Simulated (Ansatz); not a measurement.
**PtSe2 (slab): density, localisation and related maps**

Input file:

```
crystal:
  lattice:
    - [4.863310316, 0.0, 0.0]
    - [0.0, 6.5137665981, 0.0]
    - [0.0, 0.0, 24.4018122472]
  atoms:
    - { symbol: Pt, position: [0.0, 0.5, 0.3073542212] }
    - { symbol: Se, position: [0.7393245382, 0.1666666667, 0.3073542212] }
    - { symbol: Se, position: [0.2606754618, 0.8333333333, 0.3073542212] }
    - { symbol: Pt, position: [0.0, 0.0, 0.3844125327] }
    - { symbol: Se, position: [0.7393245382, 0.6666666667, 0.3844125327] }
    - { symbol: Se, position: [0.2606754618, 0.3333333333, 0.3844125327] }
    - { symbol: Pt, position: [0.0, 0.5, 0.4614708442] }
    - { symbol: Se, position: [0.7393245382, 0.1666666667, 0.4614708442] }
    - { symbol: Se, position: [0.2606754618, 0.8333333333, 0.4614708442] }
    - { symbol: Pt, position: [0.0, 0.0, 0.5385291558] }
    - { symbol: Se, position: [0.7393245382, 0.6666666667, 0.5385291558] }
    - { symbol: Se, position: [0.2606754618, 0.3333333333, 0.5385291558] }
    - { symbol: Pt, position: [0.0, 0.5, 0.6155874673] }
    - { symbol: Se, position: [0.7393245382, 0.1666666667, 0.6155874673] }
    - { symbol: Se, position: [0.2606754618, 0.8333333333, 0.6155874673] }
    - { symbol: Pt, position: [0.0, 0.0, 0.6926457788] }
    - { symbol: Se, position: [0.7393245382, 0.6666666667, 0.6926457788] }
    - { symbol: Se, position: [0.2606754618, 0.3333333333, 0.6926457788] }
basis:
  ecutwfc: 420
kpoints:
  mp_grid: { grid: [7, 6, 1] }
hamiltonian:
  xc: pbesol
scf:
  occupations: { method: gaussian, width: 0.1 }
output:
  forces: true
  stress: true
  eigenvalues: true
  write_density: true
  write_potential: true
  elf: true
  volumetric_format: npy
efield:
  axis: 3
  dipole_correction: true
  ramp_width: 0.04
```

Command:

```sh
ansatz run input.yaml --threads 2 --pin off --max-ram 5120MiB --backend cpu --events-out ev --progress --plain --runs-dir out
```

Not relaxed (largest force 1.5 eV/Å).

Method: DFT PBEsol, scalar-relativistic, plane waves, PAW (Ansatz 0.2.0).

Core electrons are frozen (PAW), and the valence fields are smoothed inside the atomic spheres.

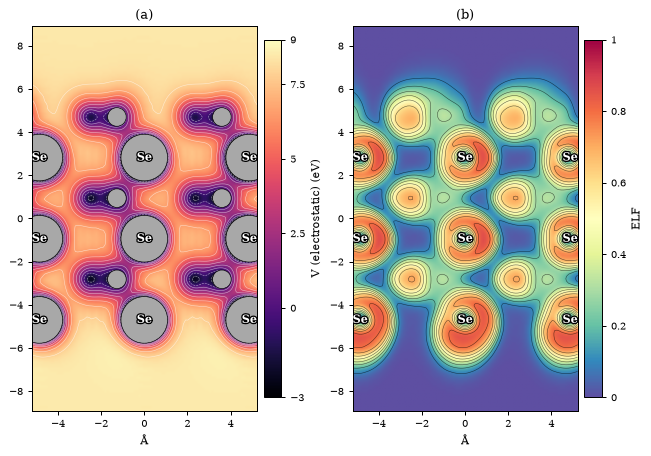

Figure 1. (a) electrostatic potential (local pseudopotential plus Hartree) felt by an electron; (b) ELF on the (010) plane of the calculation cell, a cut from vacuum to vacuum. Grey discs cover the atomic cores in the potential map.

Q: What does the map show?

A: The plane passes through Se nuclei. Outside the cores the potential energy rises away from the atoms and is highest in the vacuum; its zero is arbitrary.

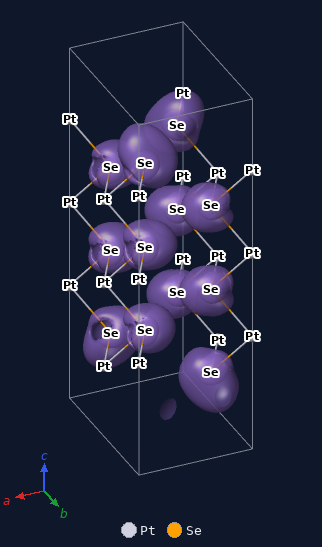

Figure 2. Isosurface of the ELF at 0.7 (purple), seen at an oblique angle. Only the valence region is drawn (cores and ρ < 0.01 e/Å³ removed). Sticks mark near contacts.

Q: Where are the electrons localised?

A: At this value the surface marks out twelve regions wrapped around Se (the valence shell of each), counted in one cell of 18 atoms. Counts are for one cell; the picture repeats the cell along the surface. Along the contacts the grid gives the following. Pt–Se (2.51 Å): the ELF is about 0.45 at the midpoint.

Q: Does the calculation make it a metal, or give it a gap?

A: It is gapless in this calculation (a metal or semimetal).
